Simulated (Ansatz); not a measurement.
# Pd(110) / 1 layer Rh(110) / Pd(110): resistance against film thickness

Wanted: interface resistance and thickness dependence for Pd(110) / 1 layer Rh(110) / Pd(110).

Main program and level: Ansatz 0.2.0; Ansatz plane-wave DFT, PBE, PAW files; ballistic transport by layer matching (Landauer), zero bias; PAW set soft_1, in the first sound run; inputs show where later runs differ.

## (1) Set-up

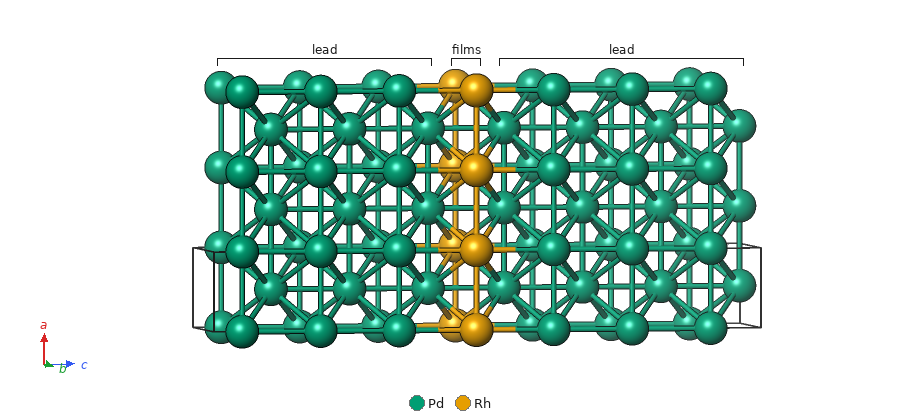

The cell as given, from the side, with the c axis across the page (palladium teal, rhodium orange). 3×1×1 cells are drawn. Some periodic images of atoms are drawn too.

The cell holds 14 atoms: 13 Pd and 1 Rh. Cell: a = 2.751 Å, b = 3.890 Å, c = 19.164 Å, α = 90.0°, β = 90.0°, γ = 90.0°. It derives from Pd and Rh. Regions: lead, 13 atoms (13 Pd); films, 1 atom (1 Rh). The structure is stacked along c, and the current runs across the ab planes.

## (2) With 1 layer

The film is laid into the lead at the lead's in-plane lattice, and the cell closes on the lead's own image. The mesh across the current, 26×18, is finer than the density's, because channels open and close sharply across the zone. Energies from -1 to 1 eV in steps of 0.036 eV cover the slope of the Fermi function at 300 K, so the program can form a conductance.

input.yaml reads:

```yaml
crystal:
  lattice:
    - [2.7505039575, 0.0, 0.0]
    - [0.0, 3.8898, 0.0]
    - [0.0, 0.0, 19.1636029221]
  atoms:
    - { symbol: Pd, position: [0.0, 0.0, 0.0358818742] }
    - { symbol: Pd, position: [0.5, 0.5, 0.1076456226] }
    - { symbol: Pd, position: [0.0, 0.0, 0.179409371] }
    - { symbol: Pd, position: [0.5, 0.5, 0.2511731194] }
    - { symbol: Pd, position: [0.0, 0.0, 0.3229368678] }
    - { symbol: Pd, position: [0.5, 0.5, 0.3947006163] }
    - { symbol: Rh, position: [0.0, 0.0, 0.4641181258] }
    - { symbol: Pd, position: [0.5, 0.5, 0.5335356353] }
    - { symbol: Pd, position: [0.0, 0.0, 0.6052993837] }
    - { symbol: Pd, position: [0.5, 0.5, 0.6770631322] }
    - { symbol: Pd, position: [0.0, 0.0, 0.7488268806] }
    - { symbol: Pd, position: [0.5, 0.5, 0.820590629] }
    - { symbol: Pd, position: [0.0, 0.0, 0.8923543774] }
    - { symbol: Pd, position: [0.5, 0.5, 0.9641181258] }
kpoints:
  mp_grid: { grid: [14, 10, 2] }
hamiltonian:
  xc: pbe
  pseudopotentials: { kind: paw, azcp: { folder: soft_1 } }
scf:
  occupations: { method: fermi_dirac, width: 0.1 }
output:
  transmission: { leads: [[0, 1]], kmesh: [26, 18], e_range: [-1.0, 1.0], de: 0.036 }
  write_potential: true
  write_density: true
  volumetric_format: npy
  elf: true
```

Launch:

```sh
$ ansatz run input.yaml --threads 4 --pin off --max-ram 8192MiB --backend cpu --events-out ev --progress --plain --runs-dir out
```

Numbers of over 12 decimals in the logs are rounded to 6 here.

What it wrote:

```text
Engine: ansatz 0.2.0, aarch64-unknown-linux-gnu
Pseudopotentials: kind: paw
Pseudopotential: Pd, paw, valence charge 18, recommended cutoff 420 eV (normal), soft_1/Pd.paw.azcp
Pseudopotential: Rh, paw, valence charge 17, recommended cutoff 420 eV (normal), soft_1/Rh.paw.azcp
Functional definition: PBE
  parameter kappa = 0.804
  parameter beta = 0.066725
  exchange = pbe_x(kappa = kappa, mu = beta*pi^2/3)
  correlation = pbe_c(beta = beta)
Crystal: 14 atoms, lattice volume = 205.030 Å³
Basis set: ecut = 420 eV, 4029 PW (Γ)
Bands: 151, of which v1, the nominal top of the filled ones, is band 126 counted from 1 (125 counted from 0)
Symmetry: 8 space group operations
Space group: Pmmm (ITA 47), of the structure as read, at distance tolerance 5.9e-5 Å
k-points: 96 of 280
Non-local potential: Pd, projectors of the file, l = 0: 2, l = 1: 2, l = 2: 2, l = 3: 1
Non-local potential: Rh, projectors of the file, l = 0: 3, l = 1: 2, l = 2: 2, l = 3: 1
PAW form: soft (Blöchl's): semilocal exchange-correlation on the pseudo side does not see the compensation charge
PAW one-centre angular grid: Pd, 590 points (default); XC on 64 Gauss nodes
PAW one-centre angular grid: Rh, 590 points (default); XC on 64 Gauss nodes
Initial density: superposition of atomic densities (chi_scale 0.1, normalization cell, long waves kept (reshape's long-wave potential 0.65 eV rms))
Initial wavefunctions: pseudopotential atomic-orbital guess
Functional: x = pbe(κ = 0.804, μ = 0.219515), c = pbe(β = 0.066725)
SCF iter   1: F=—  HF=-97066.543465 eV  |F-HF|=—  |Δ(HF+E_count)|=         —  Δρ=1.84e-1  dr2=2.99e2  ethr=3.10e-3  ⟨swp⟩=5.0  Hψ=46490  notcnv=0  defer=199
preconditioner: auto → Kerker (q_TF=auto, 2.822 Å⁻¹)  [metal: Δε(μ)=0.002 eV  Ē_g=8.358 eV  σ=0.100 eV  W_gap=0.01  n_scr=80 (ndim 8)  ℏωp=30.6 eV  f_vac=0.000  D(μ)=17.02/eV (n_scr^D=196)]
SCF iter   2: F=—  HF=-97054.374776 eV  |F-HF|=—  |Δ(HF+E_count)|=    1.22e1  Δρ=8.64e-2  dr2=9.78e1  ethr=3.10e-3  ⟨swp⟩=2.1  Hψ=26301  notcnv=0  defer=970
SCF iter   3: F=—  HF=-97050.826294 eV  |F-HF|=—  |Δ(HF+E_count)|=    3.55e0  Δρ=1.87e-2  dr2=1.38e0  ethr=3.10e-3  ⟨swp⟩=2.1  Hψ=23496  notcnv=0  defer=996
SCF iter   4: F=—  HF=-97050.762271 eV  |F-HF|=—  |Δ(HF+E_count)|=   6.40e-2  Δρ=6.98e-3  dr2=2.25e0  ethr=5.50e-4  ⟨swp⟩=2.0  Hψ=17210  notcnv=0  defer=1055
SCF iter   5: F=—  HF=-97050.747750 eV  |F-HF|=—  |Δ(HF+E_count)|=   1.45e-2  Δρ=2.43e-3  dr2=2.91e-1  ethr=5.50e-4  ⟨swp⟩=1.0  Hψ=13438  notcnv=0  defer=1055
SCF iter   6: F=—  HF=-97050.745510 eV  |F-HF|=—  |Δ(HF+E_count)|=   2.24e-3  Δρ=9.75e-4  dr2=2.30e-2  ethr=1.16e-4  ⟨swp⟩=1.0  Hψ=13438  notcnv=0  defer=1055
SCF iter   7: F=—  HF=-97050.745340 eV  |F-HF|=—  |Δ(HF+E_count)|=   1.70e-4  Δρ=2.65e-4  dr2=8.28e-4  ethr=9.15e-6  ⟨swp⟩=1.0  Hψ=13438  notcnv=0  defer=1055
SCF iter   8: F=—  HF=-97050.745339 eV  |F-HF|=—  |Δ(HF+E_count)|=   6.07e-7  Δρ=7.15e-5  dr2=4.83e-5  ethr=3.30e-7  ⟨swp⟩=1.0  Hψ=13440  notcnv=0  defer=1055
SCF iter   9: F=—  HF=-97050.745048 eV  |F-HF|=—  |Δ(HF+E_count)|=   2.92e-4  Δρ=2.41e-5  dr2=6.62e-6  ethr=1.92e-8  ⟨swp⟩=1.2  Hψ=13732  notcnv=0  defer=1055
SCF iter  10: F=—  HF=-97050.745048 eV  |F-HF|=—  |Δ(HF+E_count)|=   4.12e-9  Δρ=6.33e-6  dr2=3.75e-7  ethr=2.64e-9  ⟨swp⟩=1.0  Hψ=13439  notcnv=0  defer=1055
SCF iter  11: F=-97050.745048 eV  HF=-97050.745048 eV  |F-HF|=8.92e-8  |Δ(HF+E_count)|=   6.77e-9  Δρ=2.40e-6  dr2=9.14e-8  ethr=3.98e-11  ⟨swp⟩=9.1  Hψ=41249  notcnv=0
SCF 1 converged in 11 iterations: F = -97050.745048 eV  dr2 = 9.14e-8
  greatest PAW one-centre occupation: 1.000 electrons in one spin orbital (limit 2), on the Rh atom at site 6 (counted from 0), in its partial waves of l = 0
transmission: 462 of 4620 steps passed
transmission: 924 of 4620 steps passed
[...]
transmission: 4620 of 4620 steps passed
SCF converged after 11 iterations
Free energy (F): -97050.745048 eV
Harris-Foulkes:  -97050.745048 eV  (|F-HF|=8.92e-8)
Internal energy: -97049.853647 eV  (E = F + TS)
E sigma→0 (E₀):  -97050.299347 eV
Entropy (-TS):   -0.891401 eV (-63.671 meV/atom)
Fermi energy:    19.923519 eV
--- Per-component energies (eV) ---
  E_band       = -1888.696136
  E_kinetic    = 6371.487614
  E_local      = -25264.918593  (includes V_loc(G=0)·N_el)
  E_nonlocal   = 5116.021103
  E_hartree    = 10127.378231
  E_xc         = -2005.261771
  E_vxc        = -2534.411416  (∫ρ·V_xc dr)
  E_paw        = -53142.598863  (= ΣΔE_a)
  E_vpaw       = -5831.633553  (= ΣTr[D̂ρ^β])
  E_aug_tail   = 0.003363  (compensation charges beyond the density's cutoff)
  E_ewald      = -38251.964731
  E_smearing   = -0.891401  (= −TS)
  E_closure    = -0.000000  (closes the sum)
  Σ components = -97050.745048   (vs F -97050.745048, Δ=0.00e0)
--- Band table (eV; the first three rows and the last of 96) ---
  k-point 0: bands = [... 122 lower, 19.4521, 19.5478, 19.5795, 19.6885, 19.9106, 20.0215, 20.1173, 20.2202, ... 21 higher]
  k-point 1: bands = [... 122 lower, 19.7374, 19.7840, 19.8160, 19.8481, 19.8603, 19.9357, 19.9399, 20.0680, ... 21 higher]
  k-point 2: bands = [... 122 lower, 19.3477, 19.4413, 19.6807, 19.7761, 19.8768, 20.0569, 20.0638, 20.1050, ... 21 higher]
  k-point 95: bands = [... 122 lower, 19.8586, 20.1020, 20.1642, 20.5350, 21.5450, 21.5638, 21.6519, 21.6589, ... 21 higher]
--- Transmission ---
  basis      : 93 plane waves across, 33 finite elements along
  points     : 140, standing for a mesh of 26 x 18
  filling    : by the input's occupations and mesh, since the crystals that have channels conduct as metals do. If one of these is a semiconductor, that mesh has misplaced its level
  energies   : 56 from -1.000000 to 0.980000 eV about the Fermi level, 0.036000 eV apart; the leads are filled to 0.000000 eV, and channels, transmission and decay are at 0.008000 eV
  crystal 0  : Pd2, at the sites [0, 1], period 2.7505 Å, over 17.88 Å; its Hamiltonian steps by up to 2.7 meV
    offset         : up to 0.0000 Å between an atom of the period and one for which it stands
    filled         : 29.0 meV over the level at which it is neutral
    channels       : 2.190171e0 a spin
    conductance    : 1.6339e15 S/m² at 300 K; may be off by some 0.0 % by where its bands' edges are placed, 3.7 % from the k-mesh, 9.5 % from the distance to neutral
    slowest decay  : 0.0171 /Å at (0.3462, 0.4444)
  junction   : crystal 0 to crystal 0, -0.00 to 16.41 Å
    transmission   : 1.414577e0 a spin
    conductance    : 1.0815e15 S/m² at 300 K (1.0764e15 on every other point, 1.0785e15 on every other energy)
    error estimate : 0.3 % from the energy spacing and 2.8 % from band edges of the leads and from resonances (wavevectors taken as independent; lower de), 4.2 % from the k-mesh, 5.8 % from the steps of its leads' Hamiltonians or their offsets (lay more layers), 8.8 % from the distance to neutral
    resistance     : 3.1332e-4 Ω µm² beyond half of each lead's own
```

Wall time 12 min (4 threads of Arm Neoverse V1, shared host); peak memory 2.2 GiB.

Reading the cycles: dr2 is the Hartree energy of the density residual (eV), the measure of convergence; HF is the Harris–Foulkes estimate of the energy, which meets the free energy F at convergence.

This step gave:

```
free energy                                                                : -97050.7450 eV
energy at zero smearing                                                    : -97050.2993 eV
Fermi energy                                                               : 19.92 eV
cell area                                                                  : 10.70 Å²
step of the lead's potential                                               : 2.7 meV
ballistic conductance of the lead                                          : 1.63e15 S/m²
estimated errors of the lead's conductance                                 : 0, 3.7, 9.5 % (band edges, k-mesh, distance from neutral)
lead conductance per cell                                                  : 2.256 G₀
conductance of the junction                                                : 1.08e15 S/m²
junction conductance per cell                                              : 1.493 G₀
estimated errors of the junction's conductance                             : 0.3, 2.8, 4.2, 5.8, 8.8 % (energy step, band edges, k-mesh, leads' steps, distance from neutral)
area resistance that the stack adds (contact term taken off, spin by spin) : 0.3133 fΩ m²
```

Per spin. The transmission, zone mean by energy, zero at the Fermi level:

| energy (eV) | transmission, zone mean |
| --- | --- |
| -1.000 | 2.41 |
| -0.892 | 2.40 |
| -0.784 | 2.38 |
| -0.640 | 2.33 |
| -0.532 | 2.37 |
| -0.424 | 2.40 |
| -0.316 | 2.35 |
| -0.172 | 2.20 |
| -0.064 | 1.81 |
| 0.008 | 1.41 |
| 0.044 | 1.32 |
| 0.152 | 1.06 |
| 0.296 | 0.855 |
| 0.404 | 0.910 |
| 0.512 | 0.931 |
| 0.620 | 0.968 |
| 0.764 | 1.01 |
| 0.872 | 1.04 |
| 0.980 | 1.07 |

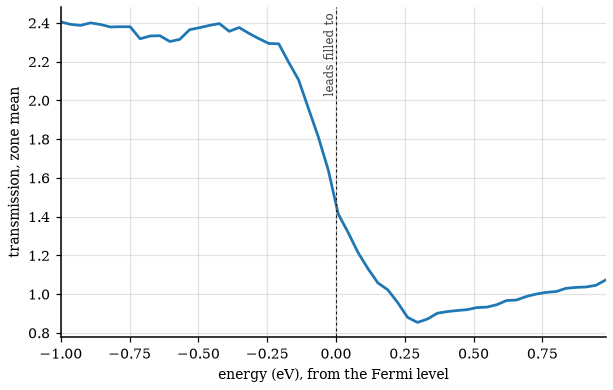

Transmission, zone mean, plotted against energy.

Per spin. Open channels, zone mean, lead against energy, zero at the Fermi level:

| energy (eV) | open channels, zone mean, lead |
| --- | --- |
| -1.000 | 3.02 |
| -0.784 | 3.04 |
| -0.604 | 2.99 |
| -0.388 | 3.17 |
| -0.208 | 3.38 |
| 0.008 | 2.19 |
| 0.188 | 1.38 |
| 0.404 | 0.959 |
| 0.584 | 0.972 |
| 0.800 | 1.03 |

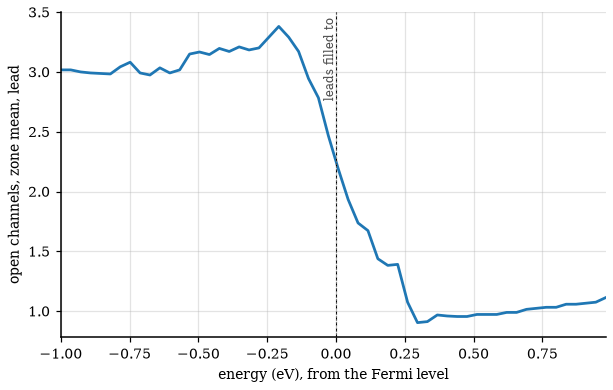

Open channels, zone mean, lead against energy.

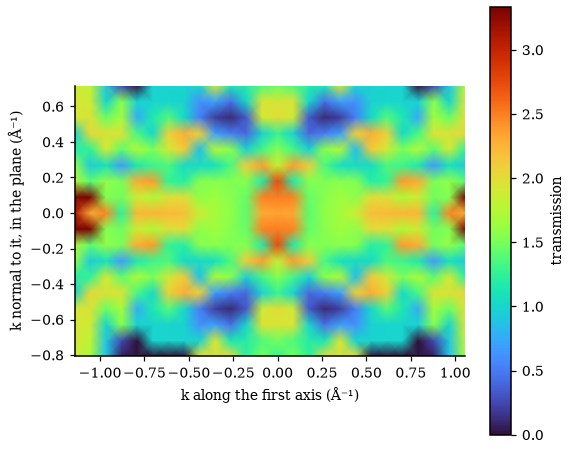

Transmission over k1 and k2. At 0.0080 eV from the Fermi level.

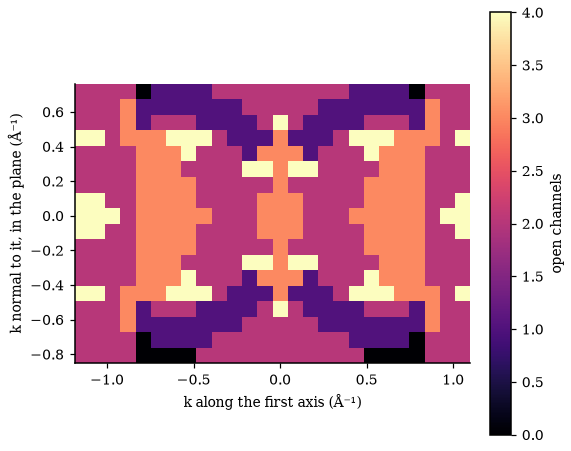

Open channels over k1 and k2. At 0.0080 eV from the Fermi level.

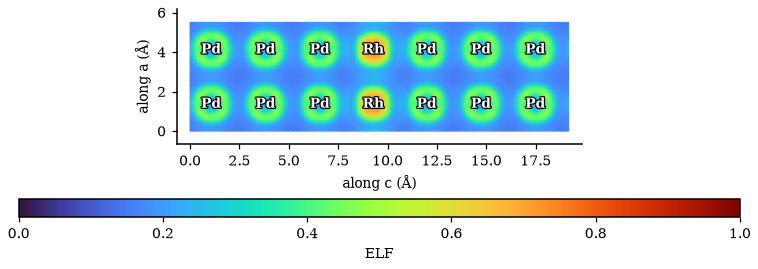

ELF in the ca plane at fractional y = 0.000, with atoms of Pd and Rh within 0.2 Å of it. It is the smooth field of the valence electrons, not physical close to the nuclei. The map starts off the cell's origin, so that atoms lie inside it.

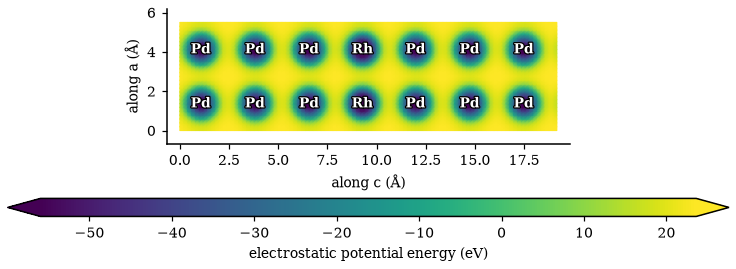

Electrostatic potential energy in the ca plane at fractional y = 0.000, with atoms of Pd and Rh within 0.2 Å of it. With pseudopotentials it is smooth inside the atoms' cores, unlike the true potential. The map starts off the cell's origin, so that atoms lie inside it.

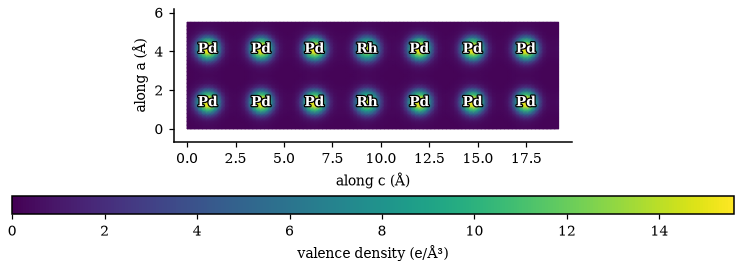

Valence density in the ca plane at fractional y = 0.000, with atoms of Pd and Rh within 0.2 Å of it. It is the smooth field of the valence electrons, not physical close to the nuclei. The map starts off the cell's origin, so that atoms lie inside it.

The lead's potential steps by 2.7 meV from period to period, small in itself. The program estimates the junction's conductance to 4.2 % from the k-mesh, 8.8 % from the leads' distance from neutral and 5.8 % from their steps.

By hand: 1/G − 1/G_lead = 1/1.081 − 1/1.634 = 0.313 fΩ m² with G in 10¹⁵ S/m².

## (3) With 3 layers, film layers 3

The stack now holds 3 film layers; the k-mesh follows the cell, and the energies span -0.27 to 0.27 eV.

System of this step: Pd(110) / 3 layers Rh(110) / Pd(110). The cell holds 16 atoms: 13 Pd and 3 Rh. Its edges and angles: a = 2.751 Å, b = 3.890 Å, c = 21.734 Å, α = 90.0°, β = 90.0°, γ = 90.0°. It derives from Pd and Rh. Regions: lead, 13 atoms (13 Pd); films, 3 atoms (3 Rh). The structure is stacked along c, and the current runs across the ab planes.

input.yaml reads:

```yaml
crystal:
  lattice:
    - [2.7505039575, 0.0, 0.0]
    - [0.0, 3.8898, 0.0]
    - [0.0, 0.0, 21.7342573193]
  atoms:
    - { symbol: Pd, position: [0.0, 0.0, 0.0316378876] }
    - { symbol: Pd, position: [0.5, 0.5, 0.0949136627] }
    - { symbol: Pd, position: [0.0, 0.0, 0.1581894378] }
    - { symbol: Pd, position: [0.5, 0.5, 0.221465213] }
    - { symbol: Pd, position: [0.0, 0.0, 0.2847409881] }
    - { symbol: Pd, position: [0.5, 0.5, 0.3480167632] }
    - { symbol: Rh, position: [0.0, 0.0, 0.4092238047] }
    - { symbol: Rh, position: [0.5, 0.5, 0.4683621124] }
    - { symbol: Rh, position: [0.0, 0.0, 0.5275004202] }
    - { symbol: Pd, position: [0.5, 0.5, 0.5887074617] }
    - { symbol: Pd, position: [0.0, 0.0, 0.6519832368] }
    - { symbol: Pd, position: [0.5, 0.5, 0.7152590119] }
    - { symbol: Pd, position: [0.0, 0.0, 0.778534787] }
    - { symbol: Pd, position: [0.5, 0.5, 0.8418105622] }
    - { symbol: Pd, position: [0.0, 0.0, 0.9050863373] }
    - { symbol: Pd, position: [0.5, 0.5, 0.9683621124] }
kpoints:
  mp_grid: { grid: [14, 10, 2] }
hamiltonian:
  xc: pbe
  pseudopotentials: { kind: paw, azcp: { folder: soft_1 } }
scf:
  occupations: { method: fermi_dirac, width: 0.1 }
output:
  transmission:
    leads: [[0, 1]]
    kmesh: [26, 18]
    e_range: [-0.27, 0.27]
    de: 0.036
  write_potential: true
  write_density: true
  volumetric_format: npy
```

What it wrote:

```text
[...]
Crystal: 16 atoms, lattice volume = 232.533 Å³
Basis set: ecut = 420 eV, 4549 PW (Γ)
Bands: 171, of which v1, the nominal top of the filled ones, is band 143 counted from 1 (142 counted from 0)
Symmetry: 8 space group operations
[...]
k-points: 96 of 280
[...]
--- Transmission ---
  basis      : 93 plane waves across, 38 finite elements along
  points     : 140, standing for a mesh of 26 x 18
[...]
filled         : 29.6 meV over the level at which it is neutral
    channels       : 2.096154e0 a spin
[...]
slowest decay  : 0.0110 /Å at (0.3462, 0.4444)
  junction   : crystal 0 to crystal 0, 0.00 to 18.98 Å
    transmission   : 1.149046e0 a spin
[...]
resistance     : 5.1712e-4 Ω µm² beyond half of each lead's own
[key lines of the parts left out:]
SCF converged after 12 iterations
Free energy (F): -109856.615464 eV
Fermi energy:    20.227828 eV
```

It took 7.8 min on 4 threads; peak memory 2.7 GiB; 27 min of CPU time.

Numbers from this step:

- free energy: -109856.6155 eV
- energy at zero smearing: -109856.1488 eV
- Fermi energy: 20.23 eV
- step of the lead's potential: 2.6 meV
- estimated errors of the lead's conductance: 0, 3.7, 9.7 % (band edges, k-mesh, distance from neutral)
- lead conductance per cell: 2.250 G₀
- conductance of the junction: 8.84e14 S/m²
- junction conductance per cell: 1.221 G₀
- estimated errors of the junction's conductance: 0.9, 3.2, 4.4, 7.5, 6.9 % (energy step, band edges, k-mesh, leads' steps, distance from neutral)
- area resistance that the stack adds (contact term taken off, spin by spin): 0.5171 fΩ m²

Per spin. The transmission, zone mean by energy, zero at the Fermi level:

| energy (eV) | transmission, zone mean |
| --- | --- |
| -0.270 | 2.00 |
| -0.234 | 1.95 |
| -0.198 | 1.91 |
| -0.162 | 1.80 |
| -0.126 | 1.66 |
| -0.090 | 1.53 |
| -0.054 | 1.37 |
| -0.018 | 1.23 |
| 0.018 | 1.15 |
| 0.054 | 1.11 |
| 0.090 | 1.09 |
| 0.126 | 0.978 |
| 0.162 | 0.880 |
| 0.198 | 0.768 |
| 0.234 | 0.713 |
| 0.270 | 0.680 |

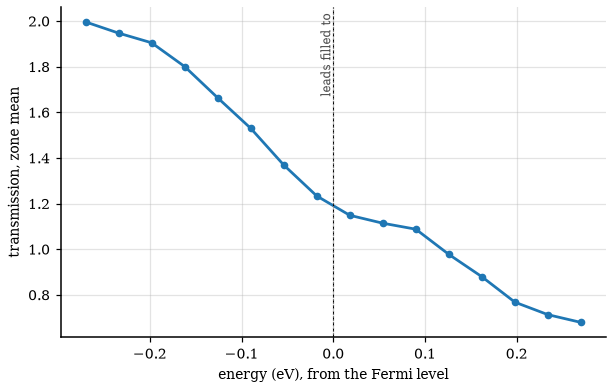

Transmission, zone mean against energy.

The conductance of the junction is 8.8e14 S/m², 18 % under the 1.1e15 S/m² of the last finished run.

(Part 1 of 3 ends here.)

[Logs are printed without paths, hosts, clocks, repeated set-up lines and the standing remarks that a program may print on its own settings, such as how far it seeks lower states.]

[Hosts, paths, dates, database ids (printed as entryN), source tags and the programs' standing remarks are cut or masked in the printed files.]
